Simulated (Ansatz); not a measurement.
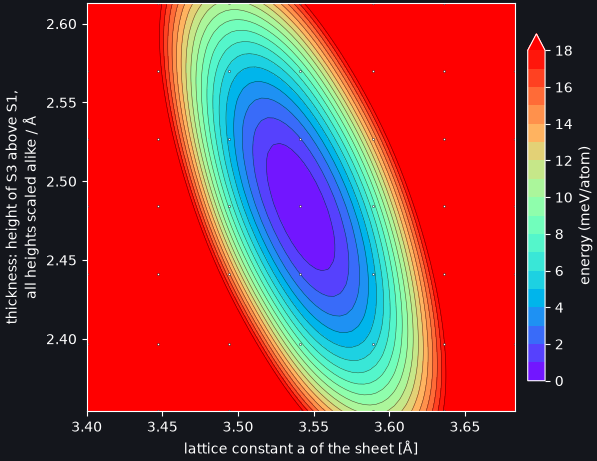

A two-dimensional sheet of PtS₂ (3 atoms in the cell). The lattice constant and the thickness of a sheet are varied, nothing relaxed. Coordinates scanned: (1) lattice constant a of the sheet (both vectors scaled alike); (2) thickness: height of S3 above S1, all heights scaled alike. The grid has 7 × 7 points. Points are written as (first, second). All energies are given in meV/atom relative to the lowest grid point. All numbers below come from Ansatz 0.2.0, DFT PBE+D3(BJ), scalar-relativistic, plane waves, PAW. Settings: cutoff 420 eV, k-mesh 9×9×1, gaussian smearing 0.02 eV, no spin polarisation.

Drawn: filled contours, dots at the grid points, one colour for all values above the top of the scale. Between grid points the surface is interpolated.

Estimate the position of the minimum and the force constants in these coordinates.

Answer. The interpolated minimum is at the first coordinate ≈ 3.541 Å, the second coordinate ≈ 2.484 Å. The curvatures there are about 20 eV/Å² and 6.4 eV/Å², with a cross term of about 7.3 eV/Å² (per cell of 3 atoms). Round the minimum the valley is strongly tilted: raising the first coordinate shifts the best value of the second coordinate downwards (coupling k₁₂/√(k₁₁k₂₂) about 0.6).
